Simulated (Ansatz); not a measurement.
System: TaN.

Input

```
crystal:
  lattice:
    - [6.2432735681, 0.0, 0.0]
    - [-3.121636784, 5.4068335127, 0.0]
    - [-1.560818392, 0.9011389188, 2.5521201403]
  atoms:
    - { symbol: Ta, position: [0.25, 0.25, 0.5] }
    - { symbol: Ta, position: [0.75, 0.25, 0.5] }
    - { symbol: Ta, position: [0.25, 0.75, 0.5] }
    - { symbol: Ta, position: [0.75, 0.75, 0.5] }
    - { symbol: "N", position: [0.0, 0.5, 0.0] }
    - { symbol: "N", position: [0.5, 0.5, 0.0] }
    - { symbol: "N", position: [0.0, 0.0, 0.0] }
    - { symbol: "N", position: [0.5, 0.0, 0.0] }
basis:
  ecutwfc: 420
kpoints:
  mp_grid: { grid: [6, 6, 13] }
hamiltonian:
  xc: pbe
scf:
  occupations: { method: gaussian, width: 0.1 }
output:
  forces: true
  stress: true
  eigenvalues: true
  write_density: true
  write_potential: true
  elf: true
  volumetric_format: npy
relax:
  adjacent_minimum: "off"
  f_tol: 0.01
  max_steps: 50
  cell: { fix: [a, b, gamma], stress_tol: 0.1 }
```

Run with:

```sh
ansatz run input.yaml --threads 8 --pin off --max-ram 20480MiB --backend cpu --events-out ev --progress --plain --runs-dir out
```

Space group Fm-3m.

Method: DFT PBE, scalar-relativistic, plane waves, PAW (Ansatz).

### Predict the valence pseudo-density and electron localisation function between the atoms.

Ta–N (2.21 Å): the density is about 0.53 e/Å³ at the midpoint; the ELF peaks at about 0.80 in the valence shell of N, 0.7 Å from its nucleus, and is about 0.15 at the midpoint (no shared electron pair shows on this line).

### Does the calculation make it a metal, or give it a gap?

It is metallic or semimetallic at this level of theory: no gap opens; semilocal functionals without U, or without the true magnetic order, often close the gap of such compounds.

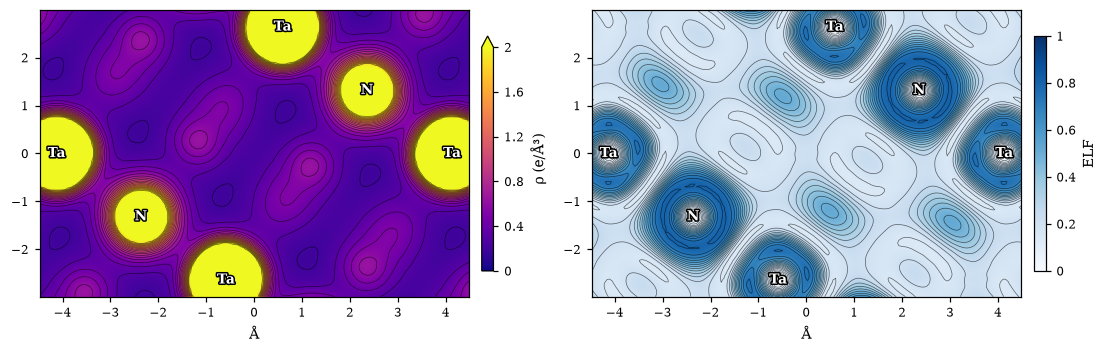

Computed valence pseudo-density and electron localisation function on the (111) plane of the calculation cell, in this order. 

In a PAW calculation such maps are meaningful between the atoms, not at the nuclei.
